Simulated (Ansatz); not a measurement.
System: SrO, space group Fm-3m (No. 225).

The given structure:
```
Sr O
1.0
     0.00000    2.56630    2.56630
     2.56630    0.00000    2.56630
     2.56630    2.56630    0.00000
Sr O
1 1
Cartesian
  2.5663 2.5663 2.5663
  0.0000 0.0000 0.0000
```

Calculation (Ansatz 0.2.0): plane-wave DFT, no spin polarisation; energies at scaled volumes of the given cell, shape and fractions fixed, counted from the fit's minimum, third-order Birch-Murnaghan fit. Level: revPBE with D3(BJ).

- k mesh: 9×9×9
- occupations: Fermi–Dirac
- smearing width: 0.05 eV
- potentials: Ansatz PAW
- wave cutoff: 420 eV
- density cutoff: 1680 eV

Predict the energy and pressure against volume. The volume takes the values 15.89, 16.23, 16.56, 16.90, 17.24, 17.58, 17.92 Å³/atom.

A third-order Birch–Murnaghan fit gives V0 = 17.13 Å³/atom, B0 = 87.1 GPa and B′ = 4.4. The energy is 27.90 meV/atom at volume 15.89 Å³/atom and 9.13 meV/atom at 17.92 Å³/atom; the lowest computed point is at volume 17.24 Å³/atom (0.20 meV/atom), in a single well. The pressure falls from 7.74 GPa at volume 15.89 Å³/atom to −3.55 GPa at 17.92 Å³/atom, and changes sign near 17.13 Å³/atom.

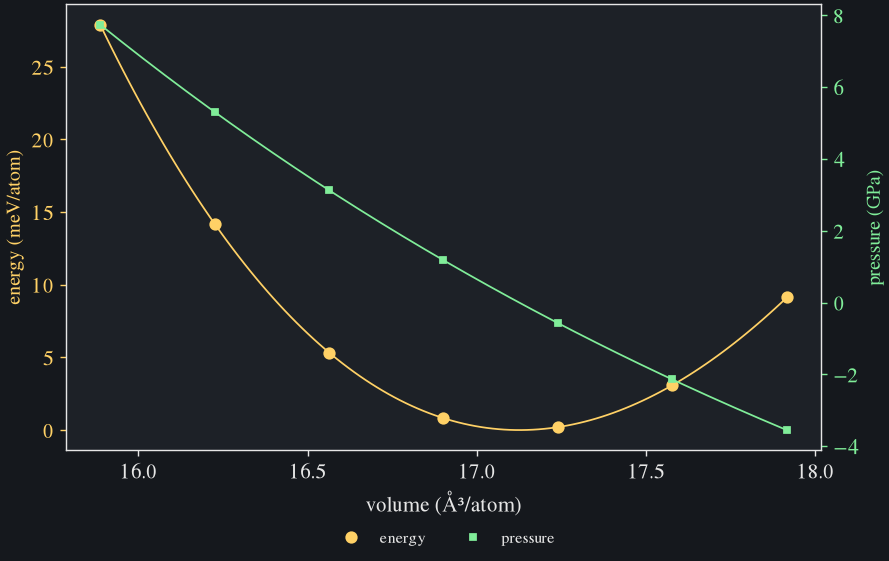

Keep in mind: the functional was run on potentials made for another functional.
